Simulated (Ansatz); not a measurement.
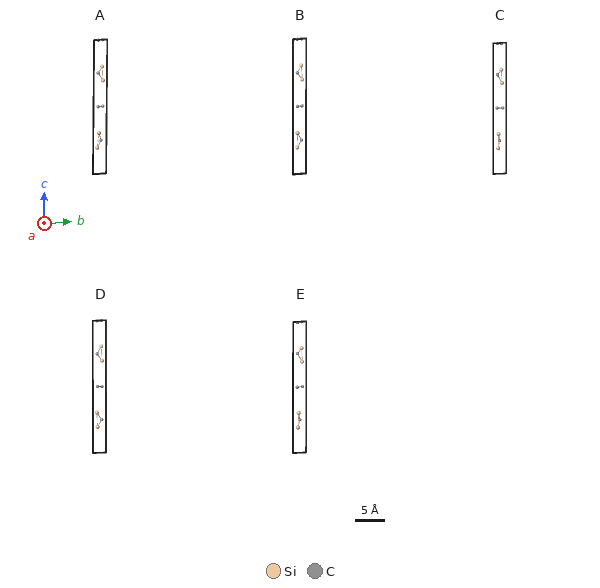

5 geometries from one relaxation of solid Si$_{2}$C$_{3}$ (a generated structure, set up in P1) (coarse preliminary run), in shuffled order. The picture is a ball-and-stick view of the cell of the calculation, seen along the a axis.

Theory: DFT PBE, scalar-relativistic, plane waves, PAW (Ansatz 0.2.0). Settings: plane-wave cutoff 420 eV; k-point mesh 12 × 12 × 1; occupations gaussian; smearing width 0.2 eV; no spin polarisation; cell and atoms relaxed; force threshold 0.025 eV/Å; at most 60 steps.

### Put them in the order of the run, from the start to the converged end.

C, E, A, B, D. They are steps 0, 1, 2, 3, 7, at +612 meV per atom, +303 meV per atom, +59.9 meV per atom, +8.3 meV per atom relative to the last. A C atom moves most relative to the cell: 0.40 Å roughly along +b. By element the largest moves are C 0.40 Å, Si 0.30 Å. Cell: a 2.600 → 2.625 Å (+1.0 %), b 2.578 → 2.625 Å (+1.8 %), c 22.671 → 22.939 Å (+1.2 %), α 87.2° → 87.1°, β 90.7° → 91.3°, γ 118.4° → 120.0°. Volume +2.5 %. Among the contacts that change: C–Si 1.442 → 1.962 Å, C–Si 2.455 → 1.961 Å, C–Si 2.370 → 1.961 Å, C–Si 1.664 → 1.961 Å. Among the angles between lasting bonds that change: Si–C–Si 167.0° → 134.5°, Si–C–Si 160.0° → 134.5°, Si–C–Si 105.2° → 84.0°. The space group stays P1 (No. 1). After 6 accepted moves (7 points after the start) the energy has fallen by 612 meV per atom. Largest force component: 14 eV/Å at the start, 0.015 eV/Å at the end. The pressure goes from 23.48 to 0.14 GPa. The SCF was repeated once at an unchanged geometry on a basis and grid sized afresh for the cell, which shifted the energy by 0.7 meV per atom at most.

Limits of the set-up: layers or molecules are held without a dispersion correction, so their spacing is unreliable.
